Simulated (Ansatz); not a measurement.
## Single-point calculation, with input and output: GaSb

- system: GaSb (F-43m, 2 atoms in the cell)
- method: DFT PBEsol, scalar-relativistic, plane waves, PAW, no spin polarisation (Ansatz 0.2.0)

The structure derives from an entry of the Crystallography Open Database. Figures and captions count atoms from 1; the log counts them from 0 in places.

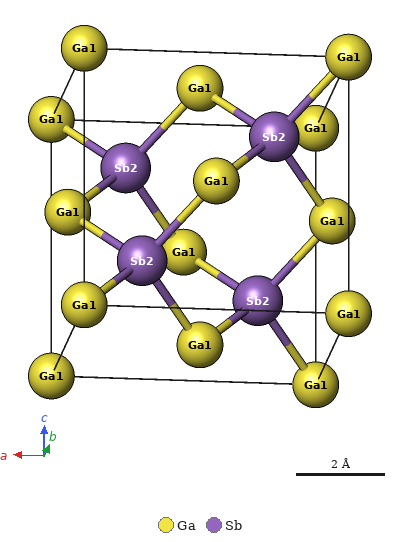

The input geometry (ball-and-stick view of the cell 4 times as large as that of the calculation, set on its symmetry axes, seen at an oblique angle; atoms are numbered from 1 in the order of the input). Near neighbours in the crystal (not all of them lie inside the picture): Ga has 4 Sb at 2.65 Å; Sb has 4 Ga at 2.65 Å.

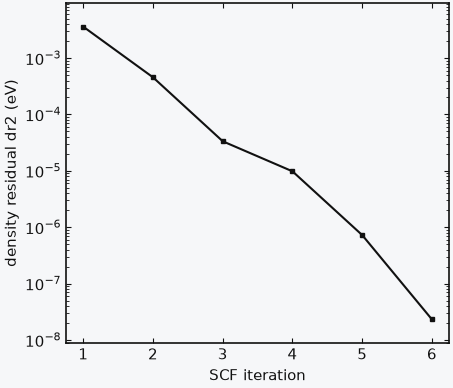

Convergence of the self-consistent field: density residual dr2 against the SCF iteration. The residual falls at every step.

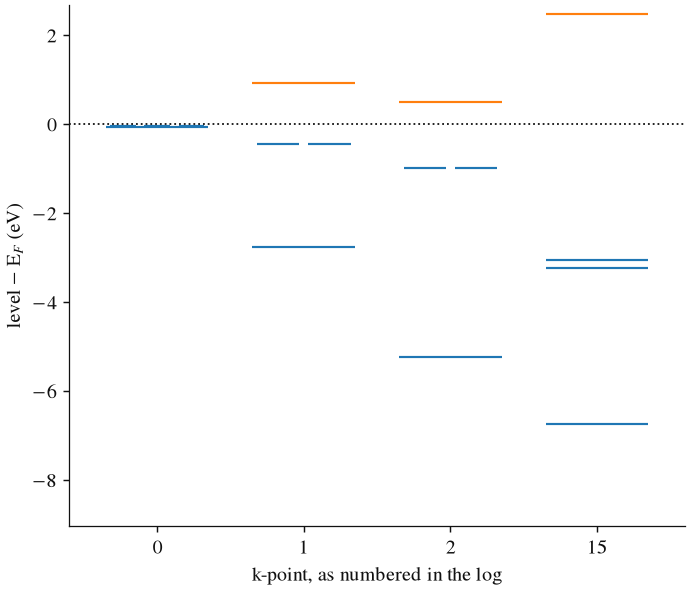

Kohn–Sham levels near the Fermi level (dotted) at the few k-points that the log prints; levels within 0.02 eV of each other stand side by side. The system is metallic on the full mesh.

The input and output of the run follow.

The input
```yaml
crystal:
  lattice:
    - [0.0, 3.059, 3.059]
    - [3.059, 0.0, 3.059]
    - [3.059, 3.059, 0.0]
  atoms:
    - { symbol: Ga, position: [0.0, 0.0, 0.0] }
    - { symbol: Sb, position: [0.75, 0.75, 0.75] }
basis:
  ecutwfc: 420
kpoints:
  mp_grid: { grid: [6, 6, 6] }
hamiltonian:
  xc: pbesol
scf:
  occupations: { method: gaussian, width: 0.1 }
output:
  forces: true
  stress: true
  eigenvalues: true
```

Run as:
```bash
ansatz run input.yaml --threads 1 --pin off --max-ram 3072MiB --backend cpu --events-out ev --progress --plain --runs-dir out
```

Output
```
Engine: ansatz 0.2.0, x86_64-unknown-linux-gnu
Pseudopotentials: kind: paw
Pseudopotential: Ga, paw, valence charge 13, recommended cutoff 420 eV (normal), Ga.paw.azcp
Pseudopotential: Sb, paw, valence charge 15, recommended cutoff 420 eV (normal), Sb.paw.azcp
Functional definition: PBEsol
  exchange = pbesol_x
  correlation = pbesol_c
Crystal: 2 atoms, lattice volume = 57.249 Å³
Basis set: ecut = 420 eV, 1139 PW (Γ), exchange–correlation on 60×60×60 points (8 copies of the dense FFT grid, shifted against one another)
Bands: 18, of which v1, the nominal top of the filled ones, is band 14 counted from 1 (13 counted from 0)
Symmetry: 24 space group operations
Space group: F-43m (ITA 216), of the structure as read, at distance tolerance 3.9e-5 Å
k-points: 16 of 216 (time reversal used)
Non-local potential: Ga, projectors of the file, l = 0: 2, l = 1: 2, l = 2: 3, l = 3: 1
Non-local potential: Sb, projectors of the file, l = 0: 2, l = 1: 2, l = 2: 2, l = 3: 2
PAW form: soft (Blöchl's): semilocal exchange-correlation on the pseudo side does not see the compensation charge
PAW frozen core: Ga, regenerated for the run's functional, and the local potential with it (the file was generated under x = pbe(κ = 0.804, μ = 0.2195149727645171), c = pbe(β = 0.06672455060314922))
PAW frozen core: Sb, regenerated for the run's functional, and the local potential with it (the file was generated under x = pbe(κ = 0.804, μ = 0.2195149727645171), c = pbe(β = 0.06672455060314922))
PAW one-centre angular grid: Ga, 590 points (default); XC on 64 Gauss nodes
PAW one-centre angular grid: Sb, 590 points (default); XC on 64 Gauss nodes
Initial density: superposition of atomic densities (neutral atoms: chi_scale 0, normalization atom), corrected by the library's trained network
Initial wavefunctions: pseudopotential atomic-orbital guess
Functional: x = pbesol(κ = 0.804, μ = 0.12345679012345678), c = pbesol(β = 0.046)
SCF iter   1: F=—  HF=-10151.504619 eV  |F-HF|=—  |Δ(HF+E_count)|=         —  Δρ=2.24e-3  dr2=3.60e-3  ethr=1.77e-3  ⟨swp⟩=5.8  Hψ=1435  notcnv=0
preconditioner: auto → none  [insulator: Δε(μ)=0.338 eV  Ē_g=14.499 eV  σ=0.100 eV  W_gap=0.73  n_scr=14 (ndim 8)  ℏωp=20.8 eV  f_vac=0.091  D(μ)=0.17/eV (n_scr^D=0)  ε∞_Penn≈3.1]
SCF iter   2: F=—  HF=-10151.501861 eV  |F-HF|=—  |Δ(HF+E_count)|=   2.76e-3  Δρ=1.06e-3  dr2=4.55e-4  ethr=1.29e-5  ⟨swp⟩=2.0  Hψ=559  notcnv=0
SCF iter   3: F=—  HF=-10151.501995 eV  |F-HF|=—  |Δ(HF+E_count)|=   1.33e-4  Δρ=2.59e-4  dr2=3.34e-5  ethr=1.63e-6  ⟨swp⟩=2.0  Hψ=513  notcnv=0
SCF iter   4: F=—  HF=-10151.501992 eV  |F-HF|=—  |Δ(HF+E_count)|=   2.19e-6  Δρ=1.61e-4  dr2=9.79e-6  ethr=1.19e-7  ⟨swp⟩=2.0  Hψ=513  notcnv=0
SCF iter   5: F=—  HF=-10151.501990 eV  |F-HF|=—  |Δ(HF+E_count)|=   1.90e-6  Δρ=3.53e-5  dr2=7.24e-7  ethr=3.50e-8  ⟨swp⟩=2.0  Hψ=433  notcnv=0
SCF iter   6: F=-10151.501991 eV  HF=-10151.501991 eV  |F-HF|=8.28e-10  |Δ(HF+E_count)|=   2.81e-7  Δρ=6.74e-6  dr2=2.31e-8  ethr=3.57e-10  ⟨swp⟩=6.3  Hψ=1406  notcnv=0
SCF 1 converged in 6 iterations: F = -10151.501991 eV  dr2 = 2.31e-8
  greatest PAW one-centre occupation: 0.996 electrons in one spin orbital (limit 2), on the Sb atom at site 1 (counted from 0), in its partial waves of l = 2
SCF converged after 6 iterations
Free energy (F): -10151.501991 eV
Harris-Foulkes:  -10151.501991 eV  (|F-HF|=8.28e-10)
Internal energy: -10151.501166 eV  (E = F + TS)
E sigma→0 (E₀):  -10151.501578 eV
Entropy (-TS):   -0.000825 eV (-0.412 meV/atom)
Fermi energy:    7.614485 eV
--- Per-component energies (eV) ---
  E_band       = -264.277816
  E_kinetic    = 323.639656
  E_local      = -3917.151058  (includes V_loc(G=0)·N_el)
  E_nonlocal   = 790.271316
  E_hartree    = 1800.003798
  E_xc         = -205.784951
  E_vxc        = -154.468172  (∫ρ·V_xc dr)
  E_paw        = -6449.755525  (= ΣΔE_a)
  E_vpaw       = -906.568418  (= ΣTr[D̂ρ^β])
  E_aug_tail   = -0.000098  (compensation charges beyond the density's cutoff)
  E_ewald      = -2493.919138
  E_core_change = 1.194835  (= ΣΔE_core)
  E_smearing   = -0.000825  (= −TS)
  E_closure    = 0.000000  (closes the sum)
  Σ components = -10151.501991   (vs F -10151.501991, Δ=0.00e0)
--- Forces (eV/Å), atoms counted from 1 ---
  atom   1  Ga    -0.00000000     0.00000000     0.00000000
  atom   2  Sb     0.00000000    -0.00000000     0.00000000
  max |Σ_I F_I| component: 7.40e-17 eV/Å
--- Stress (GPa, compression-positive) ---
       -0.082732      -0.000000      -0.000000
        0.000000      -0.082732       0.000000
        0.000000       0.000000      -0.082732
  P = ⅓ Tr σ = -0.0827 GPa (-0.827 kbar)
--- Band table (eV; the first three rows and the last of 16) ---
  k-point 0: bands = ["-21.1225", "-21.1225", "-21.1225", "-21.1022", "-21.1022", "-7.4315", "-7.4315", "-7.4315", "-7.3819", "-7.3819", "-3.9324", "7.5489", "7.5721", "7.5721", "7.5721", "10.3366", "10.3366", "10.3366"]
  k-point 1: bands = ["-21.1223", "-21.1217", "-21.1217", "-21.1020", "-21.1020", "-7.4389", "-7.4283", "-7.4283", "-7.3824", "-7.3824", "-3.6500", "4.8469", "7.1688", "7.1688", "8.5411", "10.8795", "10.8795", "11.4760"]
  k-point 2: bands = ["-21.1220", "-21.1204", "-21.1204", "-21.1016", "-21.1016", "-7.4534", "-7.4226", "-7.4226", "-7.3825", "-7.3825", "-2.8969", "2.3774", "6.6257", "6.6257", "8.1106", "11.3220", "11.3220", "13.9324"]
  k-point 15: bands = ["-21.1233", "-21.1186", "-21.1164", "-21.1031", "-21.0998", "-7.4737", "-7.4109", "-7.4076", "-7.3900", "-7.3813", "-1.4490", "0.8568", "4.3696", "4.5434", "10.0940", "10.3354", "13.6155", "13.6507"]
```

Key numbers

| quantity | value |
| --- | --- |
| outcome | converged |
| space group (tolerance 0.01 Å) | F-43m (216) |
| electrons treated | 28 |
| free energy | −10151.5020 eV |
| Fermi energy | 7.614 eV |
| gap on the k-point mesh | none (metallic) |
| pressure | −0.08 GPa |
| largest force (length of the vector) | under 0.001 eV/Å |
| hardware | 1 thread of Intel Xeon @ 2.50GHz (Skylake/Cascade Lake), 192 GiB of memory available, shared host |
| wall time | 3.2 s |
| peak memory | 0.38 GiB |
